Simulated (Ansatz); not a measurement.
# twin(10-11) boundary in hcp Co: structure and resistance, part 2 of 3

Wanted: what the twin(10-11) boundary in hcp Co costs an interconnect.

Ansatz 0.2.0; Ansatz plane-wave DFT, PBE, PAW files, collinear spin; relaxation of a bicrystal slab with its lowest layers held; PAW set soft_1 (the session's first sound run).

So far: The structure; Relaxing the bicrystal.

**2. Relaxing the bicrystal (continued)**

Relaxation path:

| step | energy less that of the first step (eV) | largest force component (eV/Å) |
| --- | --- | --- |
| 1 | 0.0000 | 0.9572 |
| 2 | -0.2727 | 0.7944 |
| 3 | -0.4475 | 0.2669 |
| 4 | -0.4713 | 0.0425 |
| 5 | -0.4709 | 0.0464 |
| 6 | -0.4718 | 0.0032 |

Relaxation step 5 was tried and not accepted.

Forces are held to the 2 operations that the run works with; a distortion that breaks them can't arise in this run.

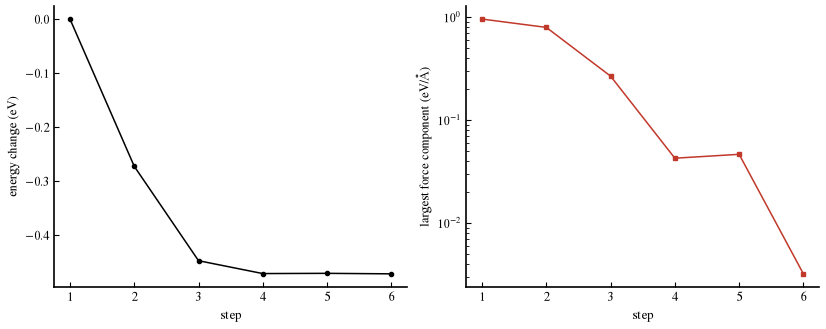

Energy and largest force along the relaxation.

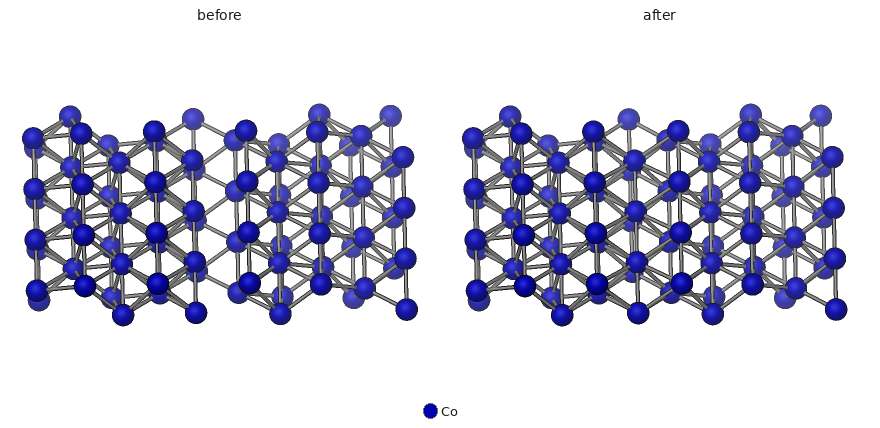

The structure before and after the relaxation, drawn at the same scale.

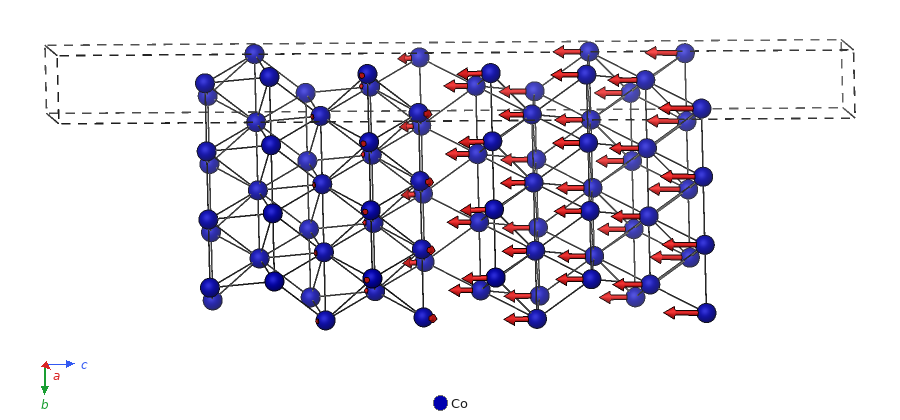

Displacements in the relaxation, exaggerated; the longest in the cell stands for 0.52 Å. 1×4×1 cells are drawn.

The atoms that moved most (Å):

| atom | dx | dy | dz | length |
| --- | --- | --- | --- | --- |
| Co20 | 0.037 | -0.010 | -0.518 | 0.519 |
| Co19 | 0.052 | -0.014 | -0.478 | 0.481 |
| Co18 | 0.011 | -0.003 | -0.437 | 0.437 |
| Co16 | 0.000 | 0.000 | -0.418 | 0.418 |
| Co17 | 0.009 | -0.003 | -0.416 | 0.416 |
| Co15 | 0.002 | -0.001 | -0.408 | 0.408 |
| Co14 | -0.017 | 0.005 | -0.407 | 0.407 |
| Co12 | -0.056 | 0.015 | -0.377 | 0.382 |

Final coordinates:

```cif
data_structure
_symmetry_space_group_name_H-M 'P 1'
_symmetry_Int_Tables_number 1
_cell_length_a 4.7958
_cell_length_b 2.5054
_cell_length_c 28.8888
_cell_angle_alpha 90.000
_cell_angle_beta 90.000
_cell_angle_gamma 74.858
_cell_volume 335.06
loop_
_atom_site_label
_atom_site_type_symbol
_atom_site_fract_x
_atom_site_fract_y
_atom_site_fract_z
_atom_site_occupancy
Co1 Co 0.62872 0.47731 0.17308 1
Co2 Co 0.09211 0.74561 0.18414 1
Co3 Co 0.40904 0.08715 0.23942 1
Co4 Co 0.87243 0.35545 0.25048 1
Co5 Co 0.18586 0.69874 0.30560 1
Co6 Co 0.64777 0.96778 0.31542 1
Co7 Co 0.95744 0.31294 0.37097 1
Co8 Co 0.43619 0.57357 0.38132 1
Co9 Co 0.73412 0.92461 0.44240 1
Co10 Co 0.19895 0.19219 0.44242 1
Co11 Co 0.43630 0.57351 0.50346 1
Co12 Co 0.95716 0.31308 0.51386 1
Co13 Co 0.64820 0.96756 0.56940 1
Co14 Co 0.18557 0.69888 0.57919 1
Co15 Co 0.87286 0.35524 0.63443 1
Co16 Co 0.40908 0.08713 0.64516 1
Co17 Co 0.09419 0.74457 0.70049 1
Co18 Co 0.63116 0.47609 0.71085 1
Co19 Co 0.32334 0.13000 0.76470 1
Co20 Co 0.85660 0.86336 0.77438 1
```

Numbers from this step:

```yaml
free_energy: -102519.7038 eV
energy_at_zero_smearing: -102519.3616 eV
fermi_energy: 10.54 eV
magnetization: 33.49 μB
absolute_magnetization: 36.69 μB
```

The largest force component on a free atom ends at 0.0032 eV/Å, under the tolerance of 0.03, after 6 steps.

**3. Transmission across the boundary**

This step: Ansatz plane-wave DFT, PBE, PAW files, collinear spin; ballistic transport by layer matching (Landauer), zero bias; boundary relaxed in a short slab, bulk layers laid on; PAW set soft_1 (Ansatz 0.2.0).

System of this step: twin(10-11) boundary in hcp Co. The cell holds 46 atoms: 46 Co. Cell: a = 4.796 Å, b = 2.505 Å, c = 50.417 Å, α = 90.0°, β = 90.0°, γ = 74.9°. It derives from Co. Regions: lower grain, 18 atoms (18 Co); boundary, 12 atoms (12 Co); upper grain, 16 atoms (16 Co). Vacuum lies along c.

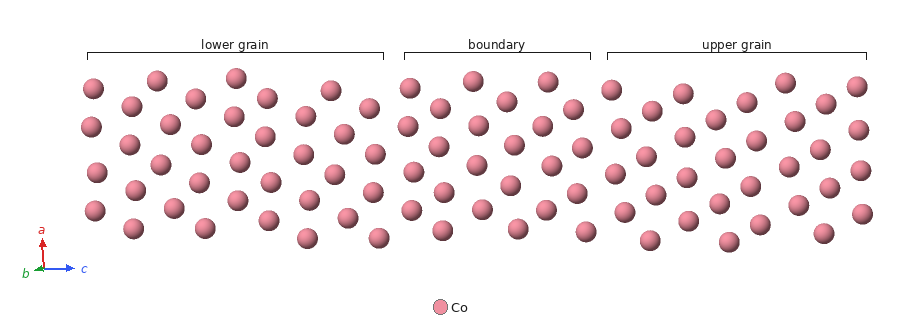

The cell of this step (cobalt pink). 2×1×1 cells are drawn.

Input file input.yaml:

```yaml
crystal:
  lattice:
    - [4.7957693491, 0.0, 0.0]
    - [0.6544340129, 2.4184179297, 0.0]
    - [0.0, 0.0, 50.4169661649]
  atoms:
    - { symbol: Co, position: [3.3861584981, -6.4014125823, 0.0793383717], spin: 2.0 }
    - { symbol: Co, position: [2.8495451856, -7.1331059262, 0.085674386], spin: 2.0 }
    - { symbol: Co, position: [3.1664786232, -5.7915726449, 0.1173544576], spin: 2.0 }
    - { symbol: Co, position: [2.6298653108, -6.5232659888, 0.1236904719], spin: 2.0 }
    - { symbol: Co, position: [2.9467987484, -5.1817327075, 0.1553705435], spin: 2.0 }
    - { symbol: Co, position: [2.410185436, -5.9134260513, 0.1617065578], spin: 2.0 }
    - { symbol: Co, position: [2.7271188736, -4.5718927701, 0.1933866294], spin: 2.0 }
    - { symbol: Co, position: [2.1905055611, -5.3035861139, 0.1997226437], spin: 2.0 }
    - { symbol: Co, position: [2.5074389987, -3.9620528326, 0.2314027152], spin: 2.0 }
    - { symbol: Co, position: [1.9708256863, -4.6937461765, 0.2377387296], spin: 2.0 }
    - { symbol: Co, position: [2.2877591239, -3.3522128952, 0.2694188011], spin: 2.0 }
    - { symbol: Co, position: [1.7511458114, -4.0839062391, 0.2757548155], spin: 2.0 }
    - { symbol: Co, position: [2.068079249, -2.7423729578, 0.307434887], spin: 2.0 }
    - { symbol: Co, position: [1.5314659366, -3.4740663017, 0.3137709014], spin: 2.0 }
    - { symbol: Co, position: [1.8483993742, -2.1325330204, 0.3454509729], spin: 2.0 }
    - { symbol: Co, position: [1.3117860618, -2.8642263643, 0.3517869872], spin: 2.0 }
    - { symbol: Co, position: [1.6287194994, -1.522693083, 0.3834670588], spin: 2.0 }
    - { symbol: Co, position: [1.0921061869, -2.2543864268, 0.3898030731], spin: 2.0 }
    - { symbol: Co, position: [0.4090396245, 0.0871468544, 0.4214831447], spin: 2.0 }
    - { symbol: Co, position: [0.8724263121, 0.3554535106, 0.4278191591], spin: 2.0 }
    - { symbol: Co, position: [0.1858570813, 0.698738126, 0.4594028972], spin: 2.0 }
    - { symbol: Co, position: [0.6477651653, 0.967784084, 0.4650281591], spin: 2.0 }
    - { symbol: Co, position: [0.957444225, 0.3129445541, 0.4968561426], spin: 2.0 }
    - { symbol: Co, position: [0.4361925059, 0.5735704137, 0.5027870842], spin: 2.0 }
    - { symbol: Co, position: [0.7341204814, 0.924606426, 0.5377893273], spin: 2.0 }
    - { symbol: Co, position: [0.1989485813, 0.192192376, 0.5377971844], spin: 2.0 }
    - { symbol: Co, position: [0.4363034611, 0.5735149361, 0.5727766299], spin: 2.0 }
    - { symbol: Co, position: [0.9571635172, 0.3130849081, 0.5787325085], spin: 2.0 }
    - { symbol: Co, position: [0.6482043248, 0.9675645043, 0.6105593209], spin: 2.0 }
    - { symbol: Co, position: [0.1855724012, 0.6988804661, 0.6161705472], spin: 2.0 }
    - { symbol: Co, position: [0.8682615816, -1.6424641242, 0.6482130128], spin: 2.0 }
    - { symbol: Co, position: [1.4048748941, -0.9107707803, 0.6545490271], spin: 2.0 }
    - { symbol: Co, position: [1.0879414565, -2.2523040616, 0.6862290986], spin: 2.0 }
    - { symbol: Co, position: [1.6245547689, -1.5206107177, 0.692565113], spin: 2.0 }
    - { symbol: Co, position: [1.3076213313, -2.862143999, 0.7242451845], spin: 2.0 }
    - { symbol: Co, position: [1.8442346438, -2.1304506552, 0.7305811989], spin: 2.0 }
    - { symbol: Co, position: [1.5273012061, -3.4719839364, 0.7622612704], spin: 2.0 }
    - { symbol: Co, position: [2.0639145186, -2.7402905926, 0.7685972848], spin: 2.0 }
    - { symbol: Co, position: [1.746981081, -4.0818238739, 0.8002773563], spin: 2.0 }
    - { symbol: Co, position: [2.2835943934, -3.35013053, 0.8066133706], spin: 2.0 }
    - { symbol: Co, position: [1.9666609558, -4.6916638113, 0.8382934422], spin: 2.0 }
    - { symbol: Co, position: [2.5032742683, -3.9599704674, 0.8446294565], spin: 2.0 }
    - { symbol: Co, position: [2.1863408307, -5.3015037487, 0.8763095281], spin: 2.0 }
    - { symbol: Co, position: [2.7229541431, -4.5698104048, 0.8826455424], spin: 2.0 }
    - { symbol: Co, position: [2.4060207055, -5.9113436861, 0.914325614], spin: 2.0 }
    - { symbol: Co, position: [2.942634018, -5.1796503422, 0.9206616283], spin: 2.0 }
magnetization:
  spin_polarized: true
kpoints:
  mp_grid: { grid: [10, 10, 1] }
hamiltonian:
  xc: pbe
  pseudopotentials: { kind: paw, azcp: { folder: soft_1 } }
scf:
  occupations: { method: fermi_dirac, width: 0.1 }
output:
  transmission:
    leads: [[10, 12], [34, 36]]
    kmesh: [26, 26]
    e_range: [-0.1, 0.1]
    de: 0.05
  write_potential: true
  write_density: true
  volumetric_format: npy
  elf: true
```

The run is started by

```bash
$ ansatz run input.yaml --threads 8 --pin off --max-ram 15360MiB --backend cpu --events-out ev --progress --plain --runs-dir out
```

Numbers of over 12 decimals in the logs are rounded to 6 here.

Output:

```text
[...]
Crystal: 46 atoms, lattice volume = 584.745 Å³
Basis set: ecut = 420 eV, 11347 PW (Γ)
Bands: 525, of which v1, the nominal top of the filled ones, is band 391 counted from 1 (390 counted from 0)
Symmetry: 2 space group operations
[...]
k-points: 31 of 100 (time reversal used)
[...]
Starting moments: Σ|m| = 92 μB on 46 of 46 sites
[...]
SCF iter   1: F=—  HF=-235783.783174 eV  |F-HF|=—  |Δ(HF+E_count)|=         —  Δρ=5.77e-2 (↑3.64e-2 ↓5.77e-2)  dr2=1.33e2  dr2_m=2.78e0  M=81.494 μB ∫|m|=84.718 μB  β_m=0.30  ethr=3.10e-3  ⟨swp⟩=14.3  Hψ=165955  notcnv=0  defer=3812
[...]
SCF iter  21: F=-235800.067257 eV  HF=-235800.067257 eV  |F-HF|=2.00e-8  |Δ(HF+E_count)|=   9.92e-9  Δρ=4.42e-7 (↑2.01e-7 ↓4.42e-7)  dr2=2.02e-8  dr2_m=1.56e-10  M=76.152 μB ∫|m|=83.697 μB  ethr=4.66e-12  ⟨swp⟩=38.8  Hψ=150427  notcnv=0
SCF 1 converged in 21 iterations: F = -235800.067257 eV  dr2 = 2.02e-8
[...]
transmission: 1356 of 13542 steps passed
transmission: 2720 of 13542 steps passed
[...]
transmission: 13542 of 13542 steps passed
WARN: The input density's exchange-correlation potential varies sharply where the density is thin. Do not read a vacuum level from v_tot or v_xc, or from such a field of the output density. On a cell that repeats whose density bears no net charge and no dipole along the vacuum's axis use v_es (v_loc + v_h of the components); under efield.dipole_correction with no amplitude use v_es + v_field, which holds any external [...]
some or all of what a close reads of its open shells is tried by no SCF: some or all of their fillings by name were not asked, since the model of its bands would take too long in so large a cell. Whether a lower state lies along it is not known (a run that goes on reads the state that it goes on from)
SCF converged after 21 iterations
the last check of whether an eigenvalue changes by more than its tolerance under the output density was not made (no_room)
Magnetization: 76.1524 μB (429.0762 up, 352.9238 down)
Absolute magnetization: 83.7782 μB (∫|ρ↑−ρ↓|, with the PAW one-centre terms)
[...]
Per-site moments (μB) at R_I (Å): [(1.887709, 1.033141), (1.827537, 1.033141), (1.733948, 1.033141), (1.749895, 1.033141), (1.717211, 1.033141), (1.706994, 1.033141), (1.714526, 1.033141), (1.717134, 1.033141), (1.714403, 1.033141), (1.715704, 1.033141), (1.715224, 1.033141), (1.715262, 1.033141), (1.715573, 1.033141), (1.715181, 1.033141), (1.715099, 1.033141), (1.715314, 1.033141), (1.716217, 1.033141), (1.713950,  [...]
Free energy (F): -235800.067257 eV
[...]
Internal energy: -235798.563090 eV  (E = F + TS)
E sigma→0 (E₀):  -235799.315173 eV
Entropy (-TS):   -1.504167 eV (-32.699 meV/atom)
Fermi energy:    15.340665 eV
[...]
--- Band table (eV; the first three rows and the last of 62) ---
  k-point 0 ↑: bands = [... 387 lower, 14.1052, 14.1169, 14.1204, 14.1366, 14.2004, 14.2256, 14.2594, 14.2762, ... 130 higher]
  k-point 1 ↑: bands = [... 387 lower, 13.9807, 13.9957, 14.0248, 14.0431, 14.0624, 14.0648, 14.0943, 14.1317, ... 130 higher]
  k-point 2 ↑: bands = [... 387 lower, 14.0174, 14.0384, 14.1159, 14.1287, 14.1514, 14.1851, 14.2237, 14.2372, ... 130 higher]
  k-point 30 ↓: bands = [... 387 lower, 15.9832, 15.9925, 16.0068, 16.0113, 16.0420, 16.0465, 16.0525, 16.0683, ... 130 higher]
--- Transmission ---
  basis      : 103 plane waves across, 37 finite elements along
  points     : 183, standing for a mesh of 26 x 26
  energies   : 5 from -0.100000 to 0.100000 eV about the Fermi level, 0.050000 eV apart; the leads are filled to 0.000000 eV, and channels, transmission and decay are at 0.000000 eV
  crystal 0  : Co2, at the sites [10, 12], period 1.9167 Å, over 19.17 Å; its Hamiltonian steps by up to 2.7 meV
    offset         : up to 0.0000 Å between an atom of the period and one for which it stands
    channels       : 1.363905e0 up, 2.152367e0 down
    conductance    : none, the energies end too early or step too widely for 300 K: set another output.transmission.e_range or a lower de, or, where they end at an eighth of basis.ecutwfc, a higher one
    slowest decay  : 0.1177 /Å at (-0.3077, 0.4615)
[...]
channels       : 1.363905e0 up, 2.146450e0 down
[...]
slowest decay  : 0.0013 /Å at (0.4231, 0.3462)
  junction   : crystal 0 to crystal 1, 13.74 to 38.59 Å
    transmission   : 1.283433e0 up, 1.392203e0 down
[...]
```

The job ended after 74 min (8 threads of Arm Neoverse N1, shared host; peak memory 9.8 GiB; 9.3 h of CPU time).

Reading the cycles: dr2 is the Hartree energy of the density residual (eV), the measure of convergence; HF is the Harris–Foulkes estimate of the energy, which meets the free energy F at convergence.

This step gave:

| Property | Result |
| --- | --- |
| free energy | -235800.0673 eV |
| energy at zero smearing | -235799.3152 eV |
| Fermi energy | 15.34 eV |
| magnetization | 76.15 μB |
| absolute magnetization | 83.78 μB |
| cell area | 11.60 Å² |
| transmission, spin up | 1.283 |
| transmission, spin down | 1.392 |
| open channels, spin up | 1.364 |
| open channels, upper lead, spin up | 1.364 |
| open channels, spin down | 2.152 |
| open channels, upper lead, spin down | 2.146 |
| step of the lead's potential | 2.7 meV |
| step of the upper lead's potential | 9.9 meV |

Per spin. The transmission, zone mean by energy, zero at the Fermi level:

| energy (eV) | T up | T down |
| --- | --- | --- |
| -0.1000 | 1.26 | 1.28 |
| -0.0500 | 1.28 | 1.34 |
| 0.0000 | 1.28 | 1.39 |
| 0.0500 | 1.29 | 1.43 |
| 0.1000 | 1.30 | 1.49 |

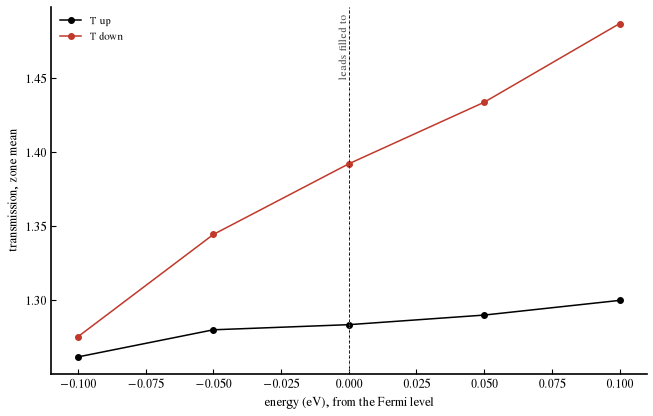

Transmission, zone mean against energy.

(Continued in part 3 of 3.)

[Logs are printed without paths, hosts, clocks, repeated set-up lines and the standing remarks that a program may print on its own settings, such as how far it seeks lower states.]

[Hosts, paths, dates, database ids (printed as entryN), source tags and the programs' standing remarks are cut or masked in the printed files.]
